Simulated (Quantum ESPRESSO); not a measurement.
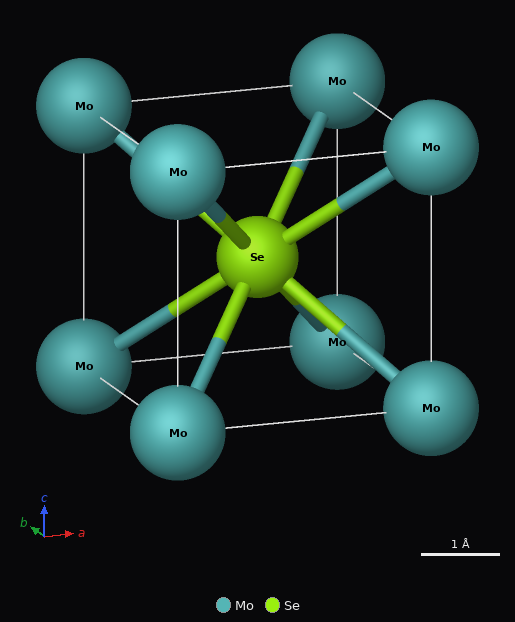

*The input geometry (ball-and-stick view of the cell of the calculation, seen slightly off an axis). An atom can appear more than once, as a periodic image.*

**Single-point calculation, with input and output: MoSe (part 1 of 2)**

MoSe (2 atoms in the cell), computed with Kohn-Sham DFT of a periodic cell, PBE, SSSP 1.3 efficiency PBE, no spin polarisation (Quantum ESPRESSO 7.5).

The structure was made by swapping elements on the sites of another compound; it need not be a known phase.

### Input
```
&CONTROL
  calculation = 'scf'
  prefix = 'pwscf'
  outdir = './tmp'
  pseudo_dir = './pseudo'
  tprnfor = .true.
  tstress = .true.
  disk_io = 'low'
/
&SYSTEM
  ibrav = 0
  nat = 2
  ntyp = 2
  ecutwfc = 60
  ecutrho = 440
  nbnd = 16
  occupations = 'smearing'
  smearing = 'fd'
  degauss = 0.00367493
/
&ELECTRONS
  conv_thr = 4d-10
  electron_maxstep = 120
  mixing_beta = 0.5
/
ATOMIC_SPECIES
Mo    95.9500 Mo_ONCV_PBE-1.0.oncvpsp.upf
Se    78.9710 Se_pbe_v1.uspp.F.UPF
CELL_PARAMETERS angstrom
   3.5002295900    0.0000000000    0.0000000000
   0.0000000000    3.5002295900    0.0000000000
   0.0000000000    0.0000000000    3.5002295900
ATOMIC_POSITIONS crystal
Mo     0.0000000000    0.0000000000    0.0000000000
Se     0.5000000000    0.5000000000    0.5000000000
K_POINTS automatic
8 8 8 0 0 0
```

### File pp_density.in
```
&INPUTPP
  prefix = 'pwscf'
  outdir = './tmp'
  filplot = 'density.dat'
  plot_num = 0
/
&PLOT
  nfile = 1
  filepp(1) = 'density.dat'
  iflag = 3
  output_format = 6
  fileout = 'density.cube'
/
```

### File pp_potential.in
```
&INPUTPP
  prefix = 'pwscf'
  outdir = './tmp'
  filplot = 'potential.dat'
  plot_num = 11
/
&PLOT
  nfile = 1
  filepp(1) = 'potential.dat'
  iflag = 3
  output_format = 6
  fileout = 'potential.cube'
/
```

Command:
```bash
OMP_NUM_THREADS=1 pw.x -in pw.in > pw.out
OMP_NUM_THREADS=1 pp.x -in pp_density.in > pp_density.out
OMP_NUM_THREADS=1 pp.x -in pp_potential.in > pp_potential.out
```

### The program's output
```
This program is part of the open-source Quantum ESPRESSO suite
     for quantum simulation of materials; please cite
         "P. Giannozzi et al., J. Phys.:Condens. Matter 21 395502 (2009);
         "P. Giannozzi et al., J. Phys.:Condens. Matter 29 465901 (2017);
         "P. Giannozzi et al., J. Chem. Phys. 152 154105 (2020);
          URL
     in publications or presentations arising from this work. More details at

     Message from routine setup:
     using ibrav=0 with symmetry is DISCOURAGED, use correct ibrav instead

     G-vector sticks info
     --------------------
     sticks:   dense  smooth     PW     G-vecs:    dense   smooth      PW
     Sum        1533     845    253                45025    18037    3071

     Using Slab Decomposition

     bravais-lattice index     =            0
     lattice parameter (alat)  =       6.6145  a.u.
     unit-cell volume          =     289.3918 (a.u.)^3
     number of atoms/cell      =            2
     number of atomic types    =            2
     number of electrons       =        20.00
     number of Kohn-Sham states=           16
     kinetic-energy cutoff     =      60.0000  Ry
     charge density cutoff     =     440.0000  Ry
     scf convergence threshold =      4.0E-10
     mixing beta               =       0.5000
     number of iterations used =            8  plain     mixing
     Exchange-correlation= SLA  PW   PBE  PBE
                           (   1   4   3   4   0   0   0)

     celldm(1)=   6.614475  celldm(2)=   0.000000  celldm(3)=   0.000000
     celldm(4)=   0.000000  celldm(5)=   0.000000  celldm(6)=   0.000000

     crystal axes: (cart. coord. in units of alat)
               a(1) = (   1.000000   0.000000   0.000000 )
               a(2) = (   0.000000   1.000000   0.000000 )
               a(3) = (   0.000000   0.000000   1.000000 )

     reciprocal axes: (cart. coord. in units 2 pi/alat)
               b(1) = (  1.000000  0.000000  0.000000 )
               b(2) = (  0.000000  1.000000  0.000000 )
               b(3) = (  0.000000  0.000000  1.000000 )

     PseudoPot. # 1 for Mo read from file:
     Mo_ONCV_PBE-1.0.oncvpsp.upf
     Pseudo is Norm-conserving, Zval = 14.0
     Generated using ONCVPSP code by D. R. Hamann
     Using radial grid of 1526 points,  6 beta functions with:
                l(1) =   0
                l(2) =   0
                l(3) =   1
                l(4) =   1
                l(5) =   2
                l(6) =   2

     PseudoPot. # 2 for Se read from file:
     Se_pbe_v1.uspp.F.UPF
     Pseudo is Ultrasoft + core correction, Zval =  6.0
     Generated by new atomic code, or converted to UPF format
     Using radial grid of  877 points,  6 beta functions with:
                l(1) =   0
                l(2) =   0
                l(3) =   1
                l(4) =   1
                l(5) =   2
                l(6) =   2
     Q(r) pseudized with  8 coefficients,  rinner =    1.300   1.300   1.300
                                                       1.300   1.300

     atomic species   valence    mass     pseudopotential
     Mo               14.00    95.95000     Mo( 1.00)
     Se                6.00    78.97100     Se( 1.00)

     48 Sym. Ops., with inversion, found

   Cartesian axes

     site n.     atom                  positions (alat units)
         1        Mo     tau(   1) = (   0.0000000   0.0000000   0.0000000  )
         2        Se     tau(   2) = (   0.5000000   0.5000000   0.5000000  )

     number of k points=    35  Fermi-Dirac smearing, width (Ry)=  0.0037
                       cart. coord. in units 2pi/alat
        k(    1) = (   0.0000000   0.0000000   0.0000000), wk =   0.0039062
        k(    2) = (   0.0000000   0.0000000   0.1250000), wk =   0.0234375
        k(    3) = (   0.0000000   0.0000000   0.2500000), wk =   0.0234375
        k(    4) = (   0.0000000   0.0000000   0.3750000), wk =   0.0234375
        k(    5) = (   0.0000000   0.0000000  -0.5000000), wk =   0.0117188
        k(    6) = (   0.0000000   0.1250000   0.1250000), wk =   0.0468750
        k(    7) = (   0.0000000   0.1250000   0.2500000), wk =   0.0937500
        k(    8) = (   0.0000000   0.1250000   0.3750000), wk =   0.0937500
        k(    9) = (   0.0000000   0.1250000  -0.5000000), wk =   0.0468750
        k(   10) = (   0.0000000   0.2500000   0.2500000), wk =   0.0468750
        k(   11) = (   0.0000000   0.2500000   0.3750000), wk =   0.0937500
        k(   12) = (   0.0000000   0.2500000  -0.5000000), wk =   0.0468750
        k(   13) = (   0.0000000   0.3750000   0.3750000), wk =   0.0468750
        k(   14) = (   0.0000000   0.3750000  -0.5000000), wk =   0.0468750
        k(   15) = (   0.0000000  -0.5000000  -0.5000000), wk =   0.0117188
        k(   16) = (   0.1250000   0.1250000   0.1250000), wk =   0.0312500
        k(   17) = (   0.1250000   0.1250000   0.2500000), wk =   0.0937500
        k(   18) = (   0.1250000   0.1250000   0.3750000), wk =   0.0937500
        k(   19) = (   0.1250000   0.1250000  -0.5000000), wk =   0.0468750
        k(   20) = (   0.1250000   0.2500000   0.2500000), wk =   0.0937500
        k(   21) = (   0.1250000   0.2500000   0.3750000), wk =   0.1875000
        k(   22) = (   0.1250000   0.2500000  -0.5000000), wk =   0.0937500
        k(   23) = (   0.1250000   0.3750000   0.3750000), wk =   0.0937500
        k(   24) = (   0.1250000   0.3750000  -0.5000000), wk =   0.0937500
        k(   25) = (   0.1250000  -0.5000000  -0.5000000), wk =   0.0234375
        k(   26) = (   0.2500000   0.2500000   0.2500000), wk =   0.0312500
        k(   27) = (   0.2500000   0.2500000   0.3750000), wk =   0.0937500
        k(   28) = (   0.2500000   0.2500000  -0.5000000), wk =   0.0468750
        k(   29) = (   0.2500000   0.3750000   0.3750000), wk =   0.0937500
        k(   30) = (   0.2500000   0.3750000  -0.5000000), wk =   0.0937500
        k(   31) = (   0.2500000  -0.5000000  -0.5000000), wk =   0.0234375
        k(   32) = (   0.3750000   0.3750000   0.3750000), wk =   0.0312500
        k(   33) = (   0.3750000   0.3750000  -0.5000000), wk =   0.0468750
        k(   34) = (   0.3750000  -0.5000000  -0.5000000), wk =   0.0234375
        k(   35) = (  -0.5000000  -0.5000000  -0.5000000), wk =   0.0039062

     Dense  grid:    45025 G-vectors     FFT dimensions: (  45,  45,  45)

     Smooth grid:    18037 G-vectors     FFT dimensions: (  36,  36,  36)

     Initial potential from superposition of free atoms

     starting charge      19.9989, renormalised to      20.0000
     Starting wfcs are   14 randomized atomic wfcs +    2 random wfcs

     Self-consistent Calculation

     iteration #  1     ecut=    60.00 Ry     beta= 0.50
     Davidson diagonalization with overlap
     ethr =  1.00E-02,  avg # of iterations =  3.3

     Threshold (ethr) on eigenvalues was too large:
     Diagonalizing with lowered threshold

     Davidson diagonalization with overlap
     ethr =  1.11E-04,  avg # of iterations =  2.8

     total energy              =    -180.62650737 Ry
     estimated scf accuracy    <       0.02227847 Ry

     iteration #  2     ecut=    60.00 Ry     beta= 0.50
     Davidson diagonalization with overlap
     ethr =  1.11E-04,  avg # of iterations =  2.3

     total energy              =    -180.63000648 Ry
     estimated scf accuracy    <       0.02791094 Ry

     iteration #  3     ecut=    60.00 Ry     beta= 0.50
     Davidson diagonalization with overlap
     ethr =  1.11E-04,  avg # of iterations =  1.7

     total energy              =    -180.63476677 Ry
     estimated scf accuracy    <       0.00049381 Ry

     iteration #  4     ecut=    60.00 Ry     beta= 0.50
     Davidson diagonalization with overlap
     ethr =  2.47E-06,  avg # of iterations =  3.5

     total energy              =    -180.63485766 Ry
     estimated scf accuracy    <       0.00005119 Ry

     iteration #  5     ecut=    60.00 Ry     beta= 0.50
     Davidson diagonalization with overlap
     ethr =  2.56E-07,  avg # of iterations =  3.3

     total energy              =    -180.63487052 Ry
     estimated scf accuracy    <       0.00000211 Ry

     iteration #  6     ecut=    60.00 Ry     beta= 0.50
     Davidson diagonalization with overlap
     ethr =  1.05E-08,  avg # of iterations =  3.5

     total energy              =    -180.63487124 Ry
     estimated scf accuracy    <       0.00000003 Ry

     iteration #  7     ecut=    60.00 Ry     beta= 0.50
     Davidson diagonalization with overlap
     ethr =  1.43E-10,  avg # of iterations =  4.1

     total energy              =    -180.63487126 Ry
     estimated scf accuracy    <          7.4E-09 Ry

     iteration #  8     ecut=    60.00 Ry     beta= 0.50
     Davidson diagonalization with overlap
     ethr =  3.71E-11,  avg # of iterations =  1.8

     End of self-consistent calculation

          k = 0.0000 0.0000 0.0000 (  2301 PWs)   bands (ev):

   -49.8747 -23.8452 -23.8452 -23.8452  -2.9257   9.3591   9.3591   9.8518
     9.8518   9.8518  11.8725  11.8725  11.8725  12.2126  19.8342  19.8342

          k = 0.0000 0.0000 0.1250 (  2269 PWs)   bands (ev):

   -49.8740 -23.8571 -23.8442 -23.8442  -2.8169   8.2388   9.4276   9.6316
     9.6316  10.2092  11.8959  12.1910  12.1910  13.1648  19.4624  20.2189

          k = 0.0000 0.0000 0.2500 (  2268 PWs)   bands (ev):

   -49.8725 -23.8857 -23.8417 -23.8417  -2.5306   6.6403   9.2339   9.2339
     9.6031  10.9910  11.9534  12.8782  12.8782  14.4385  18.6516  20.5570

          k = 0.0000 0.0000 0.3750 (  2272 PWs)   bands (ev):

   -49.8709 -23.9142 -23.8392 -23.8392  -2.2005   5.4345   8.9269   8.9269
     9.7958  12.0077  12.0123  13.5873  13.5873  15.2210  17.9204  19.2254

          k = 0.0000 0.0000-0.5000 (  2272 PWs)   bands (ev):

   -49.8702 -23.9259 -23.8381 -23.8381  -2.0461   4.9788   8.8153   8.8153
     9.8816  12.0371  12.5740  13.9217  13.9217  15.4869  17.6323  18.3750

          k = 0.0000 0.1250 0.1250 (  2261 PWs)   bands (ev):

   -49.8734 -23.8564 -23.8556 -23.8431  -2.7137   8.1294   8.4527   9.5265
     9.7899  10.7838  11.7316  11.8636  12.5479  14.1698  19.5988  20.2513

          k = 0.0000 0.1250 0.2500 (  2272 PWs)   bands (ev):

   -49.8718 -23.8845 -23.8533 -23.8407  -2.4436   6.7352   8.4566   9.2802
     9.9237  11.2599  11.7035  12.2124  13.0578  15.3938  19.1197  19.7667

          k = 0.0000 0.1250 0.3750 (  2270 PWs)   bands (ev):

   -49.8702 -23.9127 -23.8506 -23.8382  -2.1346   5.5983   8.4890   9.0500
     9.9542  11.7947  12.0341  12.7607  13.4762  16.1123  18.0126  18.5629

          k = 0.0000 0.1250-0.5000 (  2278 PWs)   bands (ev):

   -49.8696 -23.9244 -23.8495 -23.8372  -1.9913   5.1668   8.4825   8.9595
     9.9725  11.8489  12.5472  12.9831  13.6454  16.5701  16.9284  18.3573

          k = 0.0000 0.2500 0.2500 (  2266 PWs)   bands (ev):

   -49.8702 -23.8823 -23.8805 -23.8383  -2.2183   6.7336   7.5571   9.3656
    10.1596  11.4067  11.7206  11.7525  13.1797  16.1658  18.5866  20.2132
```
